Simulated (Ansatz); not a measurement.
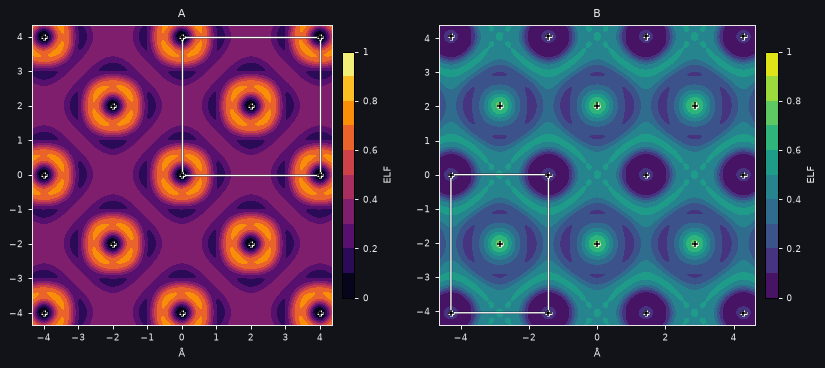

The ELF of 2 systems, each on a plane through atoms (crosses mark nuclei in the plane).

Theory: Ansatz, DFT PBEsol, scalar-relativistic, plane waves, PAW.

System 1: W, the (001) plane of the conventional cell. Space group Fm-3m.

```
W
1.0
     3.99799    0.00000    0.00000
     0.00000    3.99799    0.00000
     0.00000    0.00000    3.99799
W
4
Direct
  0.00000 0.00000 0.00000
  0.50000 0.50000 0.00000
  0.50000 0.00000 0.50000
  0.00000 0.50000 0.50000
```

System 2: AlNi, the (011̄) plane of the standardised cell. Space group P4/mmm; a structure from a database of computed crystals, not necessarily the ambient phase; computed without spin polarisation.

```
Al Ni
1.0
     2.02133   -2.02135    0.00000
     2.02133    2.02135    0.00000
     0.00000    0.00000    2.86941
Al Ni
1 1
Direct
  0.00000 0.00000 0.00000
  0.50000 0.50000 0.50000
```

Question: Which map belongs to which system?

Answer: Panel A is system 1, W: the plane holds W. W–W (2.83 Å): the ELF is about 0.35 at the midpoint. Panel B is system 2, AlNi: the plane holds Al and Ni. Al–Ni (2.48 Å): the ELF is about 0.40 at the midpoint.
